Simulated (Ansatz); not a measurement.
System: SnSe₂, space group P-3m1 (No. 164).

Input of the run:
```
crystal:
  lattice:
    - [3.7590501059, 0.0, 0.0]
    - [-1.8795250529, 3.2554328858, 0.0]
    - [0.0, 0.0, 5.3779311025]
  atoms:
    - { symbol: Sn, position: [0.0, 0.0, 0.0] }
    - { symbol: Se, position: [0.3333333333, 0.6666666667, 0.2957528316] }
    - { symbol: Se, position: [0.6666666667, 0.3333333333, 0.7042471684] }
basis:
  ecutwfc: 420
kpoints:
  mp_grid: { grid: [12, 12, 8] }
hamiltonian:
  xc: pbe
  dispersion: d3bj
scf:
  occupations: { method: fermi_dirac, width: 0.15 }
output:
  eigenvalues: true
phonons:
  method: dfpt
  eigenvectors: true
```

Launched with:
```bash
ansatz run input.yaml --threads 1 --pin off --max-ram 3072MiB --backend cpu --events-out ev --progress --plain --runs-dir out
```

How it was computed, with Ansatz 0.2.0: harmonic phonon frequencies at the zone centre with atoms at rest in the given cell, without the long-range term of polar modes, the three translations left out, imaginary frequencies are negative; plane waves with PAW datasets, Γ-centred k mesh. Level: PBE with D3(BJ), no spin polarisation.

wave cutoff 420 eV; k mesh 12×12×8; occupations Fermi–Dirac; smearing width 0.15 eV; pressure 8 GPa; phonon method linear response.

What does the calculation give for the zone-centre optical phonon frequencies (the three acoustic modes are left out)?

No frequency is imaginary, so the structure is stable to these displacements (zone-boundary modes weren't tested here). The highest mode lies at 241.2 cm⁻¹. The optical modes lie at 157.6 (×4), 173.2, 241.2 cm⁻¹.

| frequency (cm⁻¹) |
| --- |
| 157.6 |
| 157.6 |
| 157.7 |
| 157.7 |
| 173.2 |
| 241.2 |

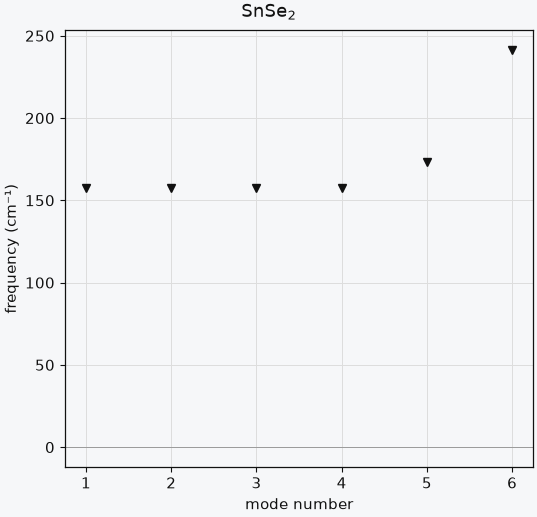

Limits of the calculation: metal sensitive to the k mesh.
